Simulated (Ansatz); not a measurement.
# KMgF$_{3}$: what the fields show

Input

```
crystal:
  lattice:
    - [3.9859, 0.0, 0.0]
    - [0.0, 3.9859, 0.0]
    - [0.0, 0.0, 3.9859]
  atoms:
    - { symbol: K, position: [0.5, 0.5, 0.5] }
    - { symbol: Mg, position: [0.0, 0.0, 0.0] }
    - { symbol: F, position: [0.5, -0.0110876273, -0.0110876273] }
    - { symbol: F, position: [0.0, 0.4889123727, -0.0110876273] }
    - { symbol: F, position: [0.0, -0.0110876273, 0.4889123727] }
basis:
  ecutwfc: 420
kpoints:
  mp_grid: { grid: [6, 6, 6] }
hamiltonian:
  xc: pbesol
scf:
  occupations: { method: gaussian, width: 0.05 }
output:
  forces: true
  stress: true
  eigenvalues: true
  write_density: true
  write_potential: true
  elf: true
  volumetric_format: npy
```

Launched as:

```sh
ansatz run input.yaml --threads 1 --pin off --max-ram 2560MiB --backend cpu --events-out ev --progress --plain --runs-dir out
```

Below, planes, directions and counts refer to the conventional cell (a = 3.99 Å, b = 5.64 Å, c = 5.64 Å, α = 90.00°, β = 90.00°, γ = 90.00°).

Space group Amm2; changed on purpose from its base cell (all F atoms moved +0.062 Å, as atom 3 towards its neighbour atom 1 (K) at 2.818 A); not relaxed (largest force 0.5 eV/Å).

Method: DFT PBEsol, scalar-relativistic, plane waves, PAW in Ansatz 0.2.0.

In a PAW calculation such maps are meaningful between the atoms, not at the nuclei.

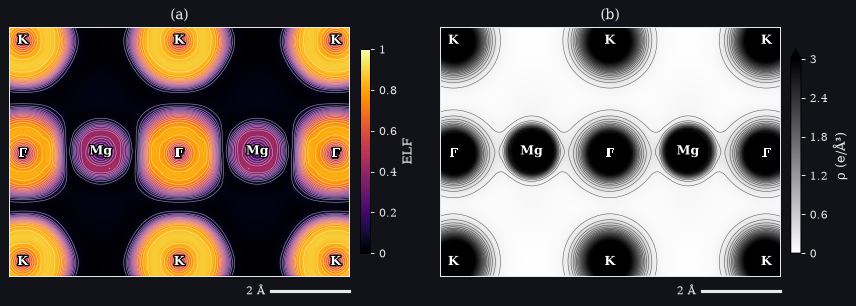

Figure 1. (a) ELF; (b) valence charge density (pseudo) on the (010) plane of the conventional cell.

Q: What do the fields say about this system?

A: The section cuts through K, Mg and F sites. K–F (2.76 Å): ρ at the midpoint is about 0.1 e/Å³; the ELF is about 0 at the midpoint (an ionic contact with no shared pair). Mg–F (1.99 Å): ρ at the midpoint is about 0.35 e/Å³; the ELF peaks at about 0.80 in the valence shell of F, 0.6 Å from its nucleus, and is about 0.25 at the midpoint; an ionic contact with no shared pair. K–F (2.88 Å): the density is about 0.07 e/Å³ at the midpoint; the ELF is about 0 at the midpoint; a closed-shell, largely ionic contact. Between the atoms the lowest density in this plane is 0.01 e/Å³. The features right at K lie inside the PAW spheres, where the map follows smoothed inner orbitals and isn't to be read closely.

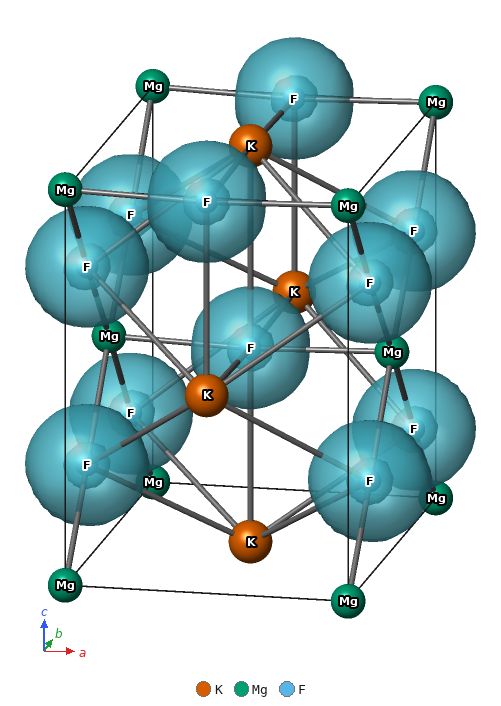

Figure 2. Isosurface of the electron localisation function at 0.7 (cyan), seen slightly off an axis. Core shells and regions of very low density are left out. Sticks mark near contacts.

Q: Describe the localisation domains.

A: The ELF exceeds this value in six regions wrapped around F (the valence shell of each), counted in one cell of 10 atoms. Regions shared between cells count once. Along the contacts the grid gives the following. Mg–F (1.95 Å): the ELF peaks at about 0.80 in the valence shell of F, 0.6 Å from its nucleus, and is about 0.25 at the midpoint; an ionic contact with no shared pair.

Q: Does the calculation give a band gap?

A: It is gapped, with a Kohn–Sham gap of 7.1 eV on the k-point mesh, an upper bound to the gap of this method.
